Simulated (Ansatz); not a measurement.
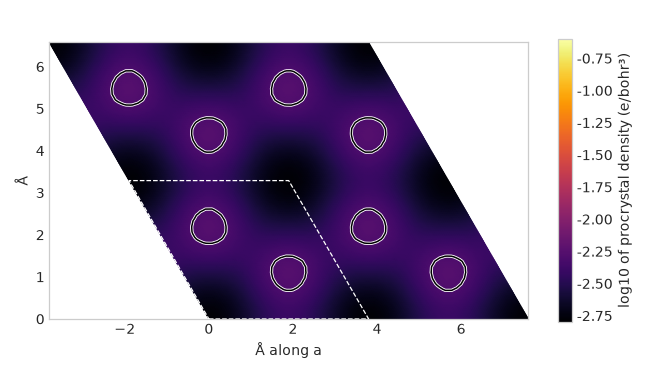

Procrystal electron density of ZrSe2 (P-3m1, No. 164), computed on the section z = 0.500 (parallel to a and b; the dashed line is one cell). It is the sum of the densities of spherically averaged neutral Hartree-Fock atoms, not a self-consistent density. The black line is the 0.005 e/bohr³ contour that bounds the voids. From Rb on the atoms have core potentials, so only their outer electrons count. The usual level for crystal voids is 0.002 e/bohr³; this crystal has almost no region below it, so a higher level is used, which marks the interstitial space of lowest density.

The cell is taken from coordinates from a relaxation with DFT PBE, scalar-relativistic, plane waves, PAW (Ansatz).

```
Zr Se
1.0
     3.79842    0.00000    0.00000
    -1.89921    3.28953    0.00000
     0.00000    0.00000    6.86641
Zr Se
1 2
Direct
  0.00000 0.00000 0.00000
  0.66667 0.33333 0.76945
  0.33333 0.66667 0.23055
```

### What share of the cell is void by this measure?

The voids take about 15 % of the cell (13 Å³ of 85.8 Å³) and are bounded by about 30 Å² of surface per cell.

### What shape does the empty space take in three dimensions?

Where they connect, they form a two-dimensional network in layers parallel to (001).

### How low does the density fall, and where?

To about 0.0017 e/bohr³ near 0.00, 0.00, 0.50 (fractional), 2.9 Å from the nearest nucleus.

### At what density do the voids first join through the crystal?

At about 0.003 e/bohr³, as a two-dimensional network in layers parallel to (001).
